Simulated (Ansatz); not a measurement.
System: Zn₄HO₄ (distorted or defective cell).

```
Zn O H
1.0
     5.60988    0.00000    0.00000
     0.00000    5.60988    0.00000
     0.00000    0.00000    3.27903
Zn O H
4 4 1
Direct
  0.18163 0.18163 0.50000
  0.81837 0.81837 0.50000
  0.68163 0.31837 0.00000
  0.31837 0.68163 0.00000
  0.81847 0.18153 0.50000
  0.18153 0.81847 0.50000
  0.68153 0.68153 0.00000
  0.31847 0.31847 0.00000
  0.99992 0.06837 0.00000
```

Not relaxed (largest force 0.5 eV/Å); computed pressure about 3 GPa in this cell; computed without spin polarisation; PAW files of the earlier set (soft_1).

Computed with Ansatz, DFT PBE, scalar-relativistic, plane waves, PAW.

Predict the valence pseudo-density and electron localisation function between the atoms.

Zn–O (2.04 Å): ρ at the midpoint is about 0.53 e/Å³; the ELF peaks at about 0.85 in the valence shell of O, 0.6 Å from its nucleus, and is about 0.20 at the midpoint: no localised pair shows between them.

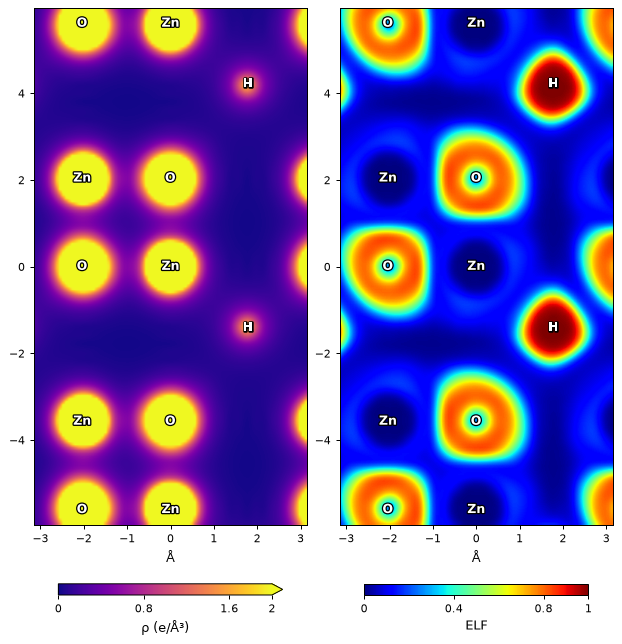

Computed valence pseudo-density and electron localisation function on the (001) plane of the calculation cell, in this order. 

In a PAW calculation such maps are meaningful between the atoms, not at the nuclei.
